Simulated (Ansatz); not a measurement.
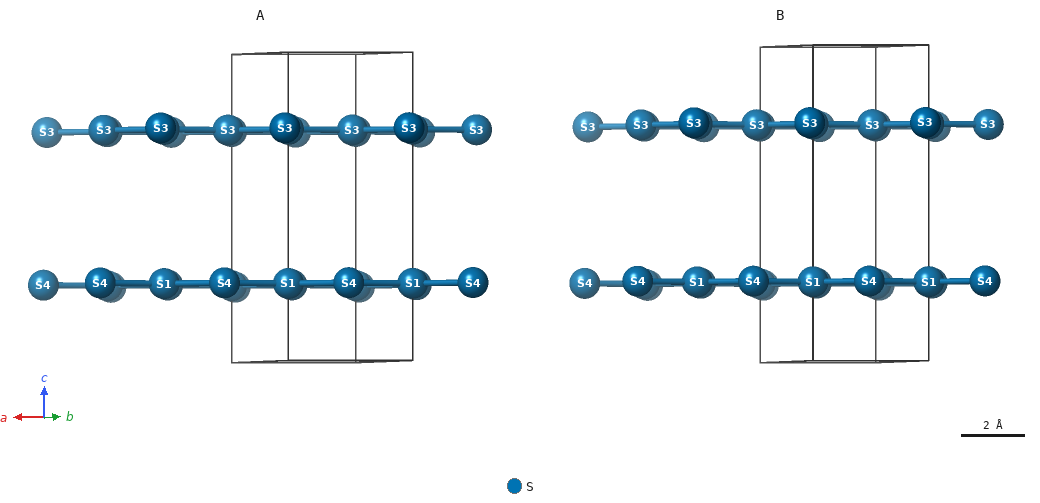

Two geometries of a crystal of S (built on the graphite_194 type) (coarse preliminary run), drawn at one scale. One is the start of a relaxation, the other its converged end. A ball-and-stick model of the cell of the calculation, repeated 2 × 1 × 1 with one cell outlined, seen from a free direction.

Level of theory: DFT PBEsol, scalar-relativistic, plane waves, PAW (Ansatz 0.2.0). Settings: plane-wave cutoff 420 eV; k-point mesh 6 × 6 × 2; occupations gaussian; smearing width 0.1 eV; no spin polarisation; cell and atoms relaxed; force threshold 0.04 eV/Å; at most 70 steps.

Question: Which one is relaxed?

Answer: Structure A is the relaxed one. Case: graphite type (P6_3/mmc, No. 194). Over 4 accepted moves (5 points after the start) the energy falls by 137 meV per atom. All forces vanish by symmetry, so only the cell relaxes. The pressure goes from 7.99 to 0.10 GPa. The SCF was repeated once at an unchanged geometry on a basis and grid sized afresh for the cell, which shifted the energy by 0.4 meV per atom at most. No atom moves by more than 0.005 Å relative to the cell. Cell: a = b 3.700 → 3.970 Å (+7.3 %), c 10.076 → 9.843 Å (−2.3 %). Volume +12.5 %. Near-neighbour distances that change, for instance: S–S 2.136 → 2.292 Å. The space group stays P6_3/mmc (No. 194). The run took roughly 10 core-seconds on a shared host.
